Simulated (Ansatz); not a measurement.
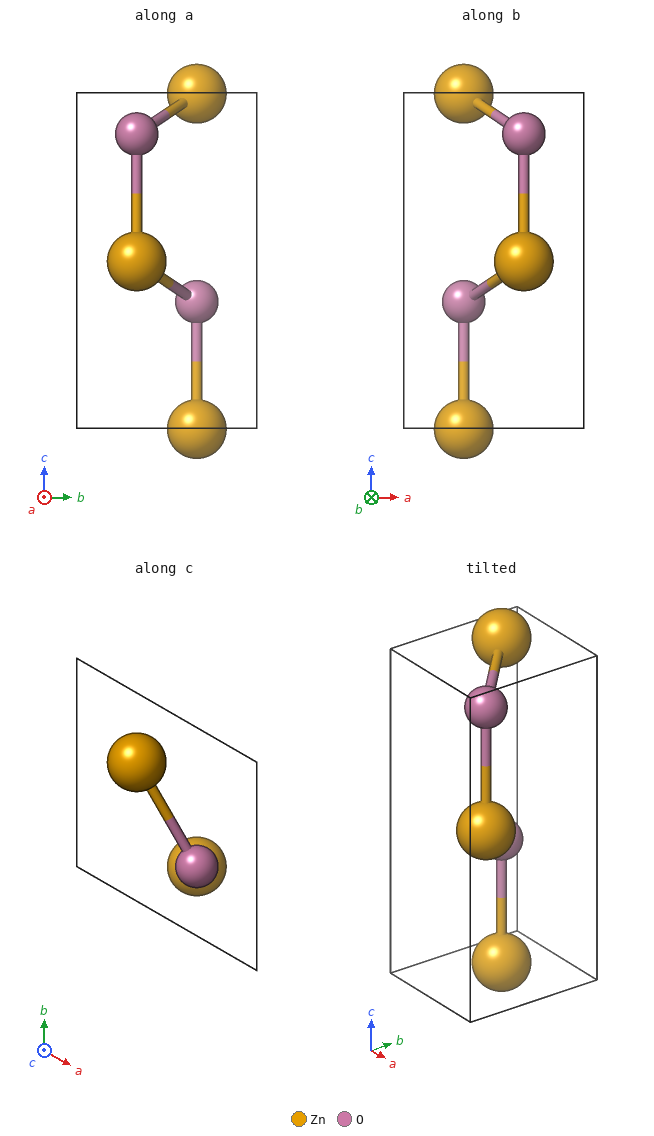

The crystal in a ball-and-stick representation, seen along the a axis, along the b axis, along the c axis and slightly off an axis. The outline marks the conventional unit cell.

Lattice parameters: a = 3.171 Å, b = 3.171 Å, c = 5.107 Å, α = 90.00°, β = 90.00°, γ = 120.00°.

### Put the structure into a table of Wyckoff sites, with free fractional coordinates to two decimals.

Space group P6_3mc (No. 186).
| atom | site | x | y | z |
| --- | --- | --- | --- | --- |
| Zn | 2b | 0.3333 | 0.6667 | 0.00 |
| O | 2b | 0.3333 | 0.6667 | 0.38 |

Starting structure: a structure type filled with these elements by a generator (whether the compound takes this form wasn't checked). The cell was then strained or its atoms displaced on purpose. Ansatz was used for an electronic-structure calculation on it.

At this level of theory the cell isn't at rest (compressed, at 12 GPa), so its distances can differ from those at equilibrium, the more so the softer the solid.
